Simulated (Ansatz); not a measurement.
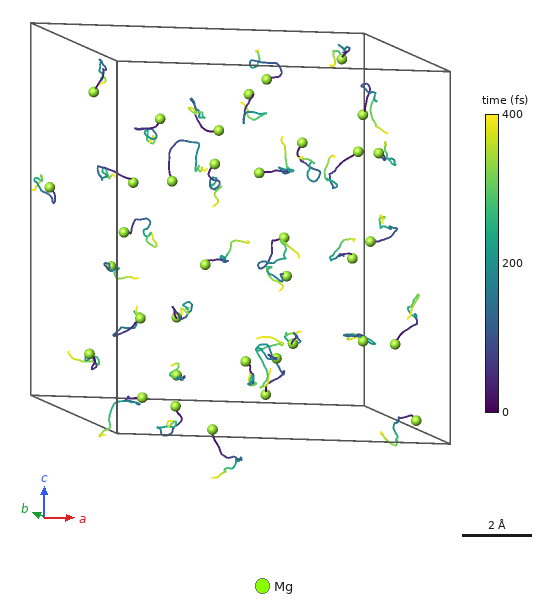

Molecular dynamics of a 36-atom cell of Mg, 400 fs long. It starts from the last geometry of an earlier run, with fresh velocities. Lines trace each atom's path, coloured by time; spheres stand at the starting positions. Seen slightly off an axis in the simulation cell.

All numbers below come from Ansatz 0.2.0, DFT PBEsol, scalar-relativistic, plane waves, PAW. Set-up: plane-wave cutoff 150 eV; k-point mesh 1 × 1 × 1; Fermi-Dirac smearing 0.16 eV; low-accuracy preset; volume 1.15 times that of the relaxed crystal; Langevin thermostat (NVT); set temperature 1080 K; time step 2 fs; friction 0.02 per fs.

**What do the traces tell about the motion?**

In the second half of the run the atoms are, in the root-mean-square, this far from where they began (common drift taken out): Mg 0.94 Å. That is a large part of the typical shortest distance between atoms in the first frame, about 2.7 Å and still growing: the atoms leave their places as in a liquid. The mean temperature in the second half is 941 K (standard deviation 88 K). The potential energy in the second half lies on average 124 meV per atom below the first frame. The plane-wave cutoff is below what these potentials need, so energies and forces are off.

Limits of the set-up: the k-point mesh is coarse for a cell with partly filled bands; the cutoff lies below the recommended one; the program's low-accuracy preset was used.

The run took 2.3 min on 4 threads of Intel(R) Xeon(R) 6975P-C (Granite Rapids), on a shared host, peak memory 0.46 GiB.
